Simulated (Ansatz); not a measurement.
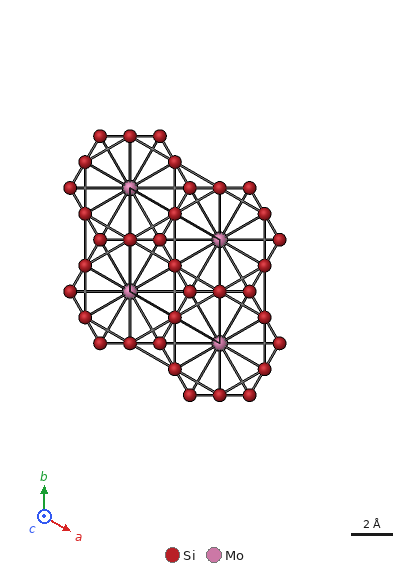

Starting structure of crystalline Si$_{5}$Mo (a generated structure, set up in P6/mmm) (coarse preliminary run). Style: ball-and-stick. Shown: the cell of the calculation, along the c axis.

These are results of Ansatz 0.2.0, DFT PBE, scalar-relativistic, plane waves, PAW, not measurements.

Input
```yaml
crystal:
  lattice:
    - [5.06737147, 0.0, 0.0]
    - [-2.53368574, 4.38847243, 0.0]
    - [0.0, 0.0, 4.26330134]
  atoms:
    - { symbol: Si, position: [0.5, 0.0, 0.0] }
    - { symbol: Si, position: [0.0, 0.5, 0.0] }
    - { symbol: Si, position: [0.5, 0.5, 0.0] }
    - { symbol: Si, position: [0.33333333, 0.66666667, 0.0] }
    - { symbol: Si, position: [0.66666667, 0.33333333, 0.0] }
    - { symbol: Mo, position: [0.0, 0.0, 0.5] }
basis:
  ecutwfc: 420
kpoints:
  mp_grid: { grid: [6, 6, 4] }
hamiltonian:
  xc: pbe
scf:
  occupations: { method: gaussian, width: 0.1 }
  lower_state_search: "off"
output:
  forces: true
  stress: true
  eigenvalues: true
relax:
  adjacent_minimum: "off"
  f_tol: 0.04
  max_steps: 70
  cell: { stress_tol: 0.4 }
```

Run as
```bash
ansatz run input.yaml --threads 1 --pin off --max-ram 2560MiB --backend cpu --events-out ev --progress --plain --runs-dir out
```

Where does the relaxation end?

Answer. The atoms keep their places relative to the cell (all moves are under 0.005 Å). Cell: a = b 5.067 → 8.357 Å (+64.9 %), c 4.263 → 2.336 Å (−45.2 %). Volume +49.0 %. Some distances before and after: Si1–Si1 4.263 → 2.336 Å, Mo6–Mo6 4.263 → 2.336 Å, Si4–Si5 2.926 → 4.825 Å, Si1–Si2 2.534 → 4.179 Å. The space group stays P6/mmm (No. 191). The energy falls by 12487 meV per atom in 21 accepted moves (24 points after the start). All forces vanish by symmetry, so only the cell relaxes. The pressure goes from 232.35 to 0.11 GPa. The line search rejected the trial step at point 21 of the run. At 2 points the geometry stayed and the basis and grid were re-selected for the new cell (energy shift of 262 meV per atom at most each time). The run took 100 s on 1 thread of Intel(R) Xeon(R) Processor @ 2.70GHz, on a shared host, peak memory 0.44 GiB.

History of the run:

```json
{"step": "0", "E − E(0), meV/atom": "0.00", "pressure, GPa": "232.35", "volume, Å³/atom": "15.801", "note": ""}
{"step": "1", "E − E(0), meV/atom": "-3089.80", "pressure, GPa": "174.09", "volume, Å³/atom": "17.325", "note": ""}
{"step": "2", "E − E(0), meV/atom": "-5501.07", "pressure, GPa": "127.78", "volume, Å³/atom": "18.888", "note": ""}
{"step": "3", "E − E(0), meV/atom": "-7337.22", "pressure, GPa": "91.84", "volume, Å³/atom": "20.477", "note": ""}
{"step": "4", "E − E(0), meV/atom": "-8713.20", "pressure, GPa": "63.93", "volume, Å³/atom": "22.068", "note": ""}
{"step": "5", "E − E(0), meV/atom": "-9713.97", "pressure, GPa": "42.32", "volume, Å³/atom": "23.608", "note": ""}
{"step": "6", "E − E(0), meV/atom": "-10409.65", "pressure, GPa": "25.73", "volume, Å³/atom": "24.974", "note": ""}
{"step": "7", "E − E(0), meV/atom": "-10891.94", "pressure, GPa": "12.72", "volume, Å³/atom": "25.822", "note": ""}
{"step": "8", "E − E(0), meV/atom": "-11140.28", "pressure, GPa": "5.32", "volume, Å³/atom": "25.751", "note": ""}
{"step": "9", "E − E(0), meV/atom": "-11309.81", "pressure, GPa": "1.39", "volume, Å³/atom": "25.008", "note": ""}
{"step": "10", "E − E(0), meV/atom": "-11501.38", "pressure, GPa": "-0.78", "volume, Å³/atom": "23.925", "note": ""}
{"step": "11", "E − E(0), meV/atom": "-11678.55", "pressure, GPa": "-1.23", "volume, Å³/atom": "22.694", "note": ""}
{"step": "12", "E − E(0), meV/atom": "-11820.74", "pressure, GPa": "-0.06", "volume, Å³/atom": "21.386", "note": ""}
{"step": "13", "E − E(0), meV/atom": "-11885.05", "pressure, GPa": "3.43", "volume, Å³/atom": "20.099", "note": ""}
{"step": "14", "E − E(0), meV/atom": "-11889.04", "pressure, GPa": "1.60", "volume, Å³/atom": "20.405", "note": ""}
{"step": "15", "E − E(0), meV/atom": "-11890.82", "pressure, GPa": "-0.10", "volume, Å³/atom": "20.639", "note": ""}
{"step": "16", "E − E(0), meV/atom": "-12152.40", "pressure, GPa": "8.15", "volume, Å³/atom": "20.639", "note": "same geometry, new basis"}
{"step": "17", "E − E(0), meV/atom": "-12226.61", "pressure, GPa": "3.06", "volume, Å³/atom": "21.815", "note": ""}
{"step": "18", "E − E(0), meV/atom": "-12305.70", "pressure, GPa": "1.05", "volume, Å³/atom": "22.388", "note": ""}
{"step": "19", "E − E(0), meV/atom": "-12461.81", "pressure, GPa": "4.39", "volume, Å³/atom": "21.957", "note": ""}
{"step": "20", "E − E(0), meV/atom": "-12480.17", "pressure, GPa": "1.88", "volume, Å³/atom": "22.941", "note": ""}
{"step": "21", "E − E(0), meV/atom": "-12475.64", "pressure, GPa": "-1.82", "volume, Å³/atom": "23.899", "note": "rejected"}
{"step": "22", "E − E(0), meV/atom": "-12482.93", "pressure, GPa": "0.42", "volume, Å³/atom": "23.315", "note": ""}
{"step": "23", "E − E(0), meV/atom": "-12483.32", "pressure, GPa": "-0.03", "volume, Å³/atom": "23.548", "note": ""}
{"step": "24", "E − E(0), meV/atom": "-12486.93", "pressure, GPa": "0.11", "volume, Å³/atom": "23.548", "note": "same geometry, new basis"}
```

Final geometry:

```xyz
6
Lattice="8.3572 0.0000 0.0000 -4.1786 7.2376 0.0000 0.0000 0.0000 2.3359" Properties=species:S:1:pos:R:3 pbc="T T T"
Si    0.0000    7.2376    2.3359
Si   -2.0893    3.6188    2.3359
Si    2.0893    3.6188    2.3359
Si    0.0000    4.8251    2.3359
Si    4.1786    2.4125    2.3359
Mo   -4.1786    7.2376    1.1679
```

After the run, drawn alike:

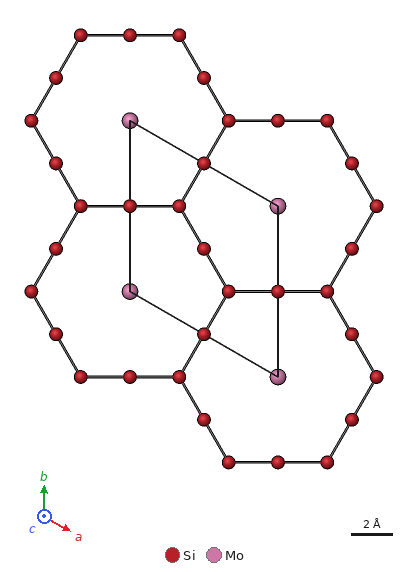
